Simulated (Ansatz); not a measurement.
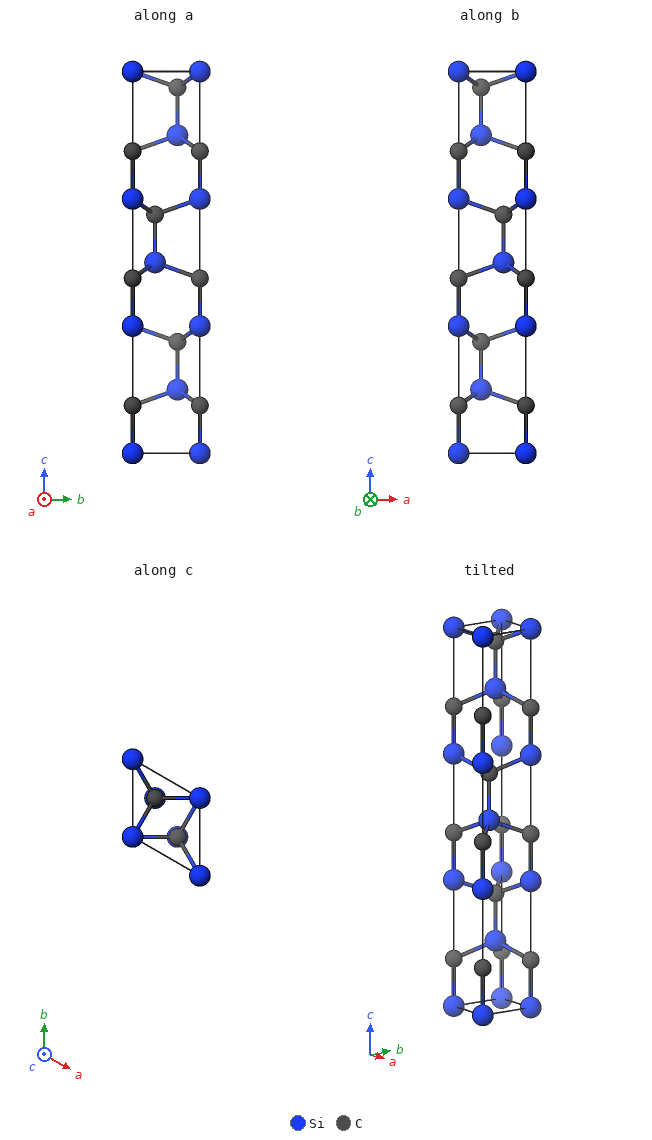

Ball-and-stick representation of a periodic structure, projected along the a axis, along the b axis, along the c axis and slightly off an axis. The frame is the conventional unit cell; atoms at its boundary are shown with their periodic copies.

Lattice parameters: a = 3.0934 Å, b = 3.0934 Å, c = 15.2042 Å, α = 90.000°, β = 90.000°, γ = 120.000°.

Q: Put the structure into a CIF in P1 with every atom of the cell.

A:
```cif
data_structure
_symmetry_space_group_name_H-M 'P 1'
_symmetry_Int_Tables_number 1
_cell_length_a 3.0934
_cell_length_b 3.0934
_cell_length_c 15.2042
_cell_angle_alpha 90.000
_cell_angle_beta 90.000
_cell_angle_gamma 120.000
_cell_volume 125.99
loop_
_atom_site_label
_atom_site_type_symbol
_atom_site_fract_x
_atom_site_fract_y
_atom_site_fract_z
_atom_site_occupancy
Si1 Si 0.0000 0.0000 0.9999 1
C1 C 0.0000 0.0000 0.1252 1
Si2 Si 0.3333 0.6667 0.1668 1
C2 C 0.3333 0.6667 0.2921 1
Si3 Si 0.0000 0.0000 0.3333 1
C3 C 0.0000 0.0000 0.4583 1
Si4 Si 0.6667 0.3333 0.4999 1
C4 C 0.6667 0.3333 0.6253 1
Si5 Si 0.0000 0.0000 0.6664 1
C5 C 0.0000 0.0000 0.7914 1
Si6 Si 0.3333 0.6667 0.8330 1
C6 C 0.3333 0.6667 0.9584 1
```

Starting structure: a structure type filled with these elements by a generator (whether the compound takes this form wasn't checked). The structure drawn was relaxed with DFT PBE, scalar-relativistic, plane waves, PAW in Ansatz.
